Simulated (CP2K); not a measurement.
## A series of single points on Hf

System: Hf (Fm-3m, 1 atom in the cell).
Method: Kohn-Sham DFT of a periodic cell, PBEsol, GTH-PBE with UZH-TZVP basis, no spin polarisation (CP2K 2026.2).

The 6 runs differ only in the geometry, by an even scaling of the cell at fixed fractional positions. The structure derives from an entry of the Crystallography Open Database.

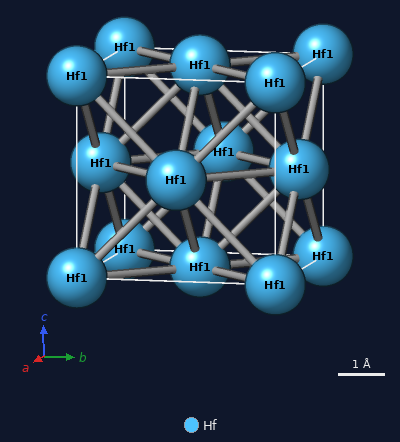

Figure 1. The structure of run 4 (ball-and-stick view of the cell 4 times as large as that of the calculation, set on its symmetry axes, seen slightly off an axis; atoms are numbered from 1 in the order of the input).

## Input of run 4
```
&GLOBAL
  PROJECT hf_eos
  RUN_TYPE ENERGY_FORCE
  PRINT_LEVEL LOW
&END GLOBAL
&FORCE_EVAL
  METHOD QS
  STRESS_TENSOR ANALYTICAL
  &DFT
    BASIS_SET_FILE_NAME BASIS_MOLOPT_UZH
    POTENTIAL_FILE_NAME POTENTIAL_UZH
    WFN_RESTART_FILE_NAME previous-RESTART.kp
    &MGRID
      CUTOFF 450
      REL_CUTOFF 60
      NGRIDS 5
    &END MGRID
    &QS
      METHOD GPW
      EPS_DEFAULT 1.0E-9
    &END QS
    &KPOINTS
      SCHEME MONKHORST-PACK 10 10 10
      GAMMA_CENTERED T
      SYMMETRY T
      SYMMETRY_BACKEND SPGLIB
    &END KPOINTS
    &SCF
      SCF_GUESS RESTART
      EPS_SCF 1.0E-6
      MAX_SCF 100
      ADDED_MOS 11
      CHOLESKY OFF
      EPS_EIGVAL 1.0E-7
      &DIAGONALIZATION ON
        ALGORITHM STANDARD
      &END DIAGONALIZATION
      &MIXING ON
        METHOD BROYDEN_MIXING
        ALPHA 0.4
        BETA 1.5
        NBUFFER 8
      &END MIXING
      &SMEAR ON
        METHOD FERMI_DIRAC
        ELECTRONIC_TEMPERATURE [K] 1160.452
      &END SMEAR
    &END SCF
    &XC
      &XC_FUNCTIONAL
        &GGA_X_PBE_SOL
        &END GGA_X_PBE_SOL
        &GGA_C_PBE_SOL
        &END GGA_C_PBE_SOL
      &END XC_FUNCTIONAL
    &END XC
    &PRINT
      &KPOINTS ON
      &END KPOINTS
      &MULLIKEN ON
      &END MULLIKEN
      &MO ON
        ENERGIES T
        OCCUPATION_NUMBERS T
        &EACH
          QS_SCF 0
        &END EACH
        ADD_LAST NUMERIC
      &END MO
    &END PRINT
  &END DFT
  &SUBSYS
    &CELL
      A 3.1603464635 0.0000000000 0.0000000000
      B 1.5801732317 2.7369403221 0.0000000000
      C 1.5801732317 0.9123134407 2.5804120820
      PERIODIC XYZ
    &END CELL
    &COORD
      SCALED
      Hf  0.0000000000 0.0000000000 0.0000000000
    &END COORD
    &KIND Hf
      BASIS_SET TZVP-MOLOPT-PBE-GTH-q12
      POTENTIAL GTH-PBE-q12
    &END KIND
    &PRINT
      &ATOMIC_COORDINATES ON
      &END ATOMIC_COORDINATES
      &CELL ON
      &END CELL
    &END PRINT
  &END SUBSYS
  &PRINT
    &FORCES ON
    &END FORCES
    &STRESS_TENSOR ON
    &END STRESS_TENSOR
  &END PRINT
&END FORCE_EVAL
```

Command:
```bash
OMP_NUM_THREADS=1 cp2k.psmp -i hf_eos.inp -o hf_eos.out
```

Run 2 differs from it as follows:
```diff
-      A 3.1603464635 0.0000000000 0.0000000000
-      B 1.5801732317 2.7369403221 0.0000000000
-      C 1.5801732317 0.9123134407 2.5804120820
+      A 3.0971225002 0.0000000000 0.0000000000
+      B 1.5485612500 2.6821867638 0.0000000000
+      C 1.5485612500 0.8940622546 2.5287899321
```

## Results, with one run withheld

```tsv
run	volume per atom (Å³)	free energy per atom, from the lowest run given (meV)	pressure (GPa)
1	20.569	23.44	6.91
2	21.007	?	?
3	21.444	0.00	1.83
4	22.320	1.81	−2.39
5	22.757	10.90	−4.23
6	23.195	24.80	−5.92
```

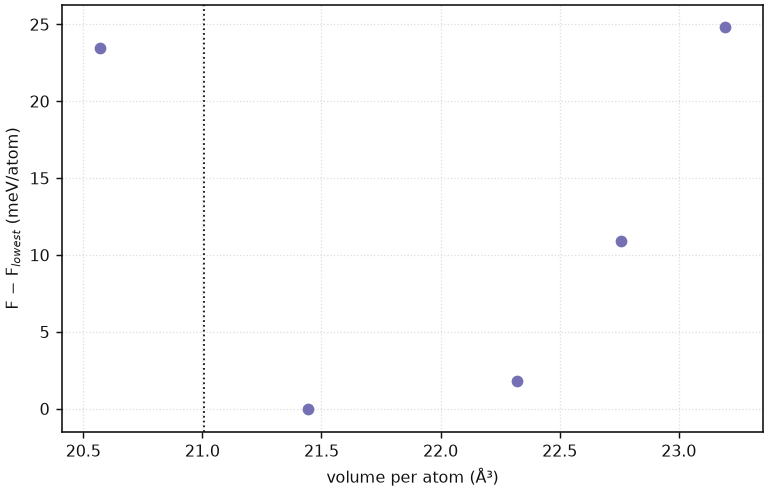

Figure 2. Free energy per atom of the runs given; the dotted line marks run 2.

Fit the runs given and predict run 2.

A cubic polynomial in V^(−2/3) (the Birch–Murnaghan form), fitted to the 5 runs given, misses them by at most 0.01 meV per atom. With x = V^(−2/3) − 0.12728 Å⁻², it reads F = −1.367 − 1671.1 x + 1.0016e+06 x² − 2.2395e+06 x³ (meV per atom). At run 2 it gives 8.26 meV per atom, and the run itself gives 7.82. The slope of the fit gives a pressure −dF/dV of 4.25 GPa there, and the run prints 4.19 GPa. The two needn't agree exactly: the fit is approximate, and the printed stress is taken on a finite basis. The fit has its minimum at 21.807 Å³ per atom, where V d²F/dV² gives 107 GPa: the bulk modulus at this level, since symmetry fixes the shape and the positions.

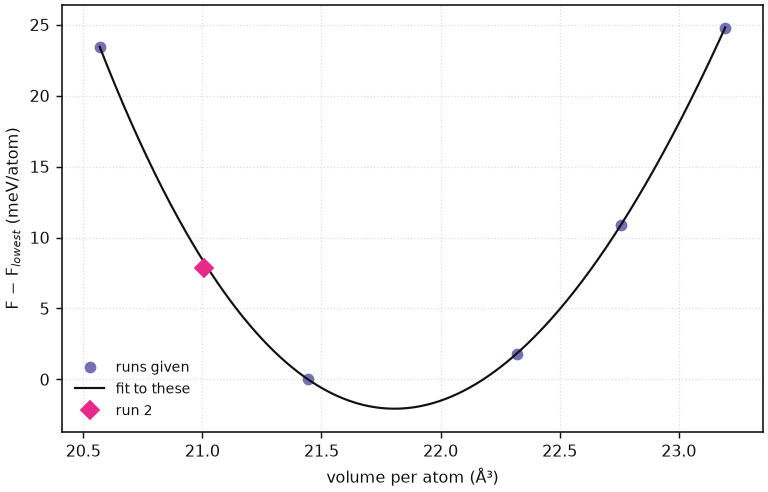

Figure 3. The fit and the withheld run.

## Some lines of the output (run 2)
```
[...]
 CELL| Volume [angstrom^3]:                                            21.006812
 CELL_REF| Volume [angstrom^3]:                                        21.006812
                        Smear method:                                FERMI_DIRAC
  Step     Update method      Time    Convergence         Total energy    Change
  Fermi energy:                                                 0.40170666883880
  Total energy:                                               -49.21403191255305
  Total energy (extrapolated to T->0):                        -49.21321322126303
 MO| E(Fermi):            0.401707 a.u.         10.930994 eV
```

Notes: Spin–orbit coupling is left out, which matters for Hf.
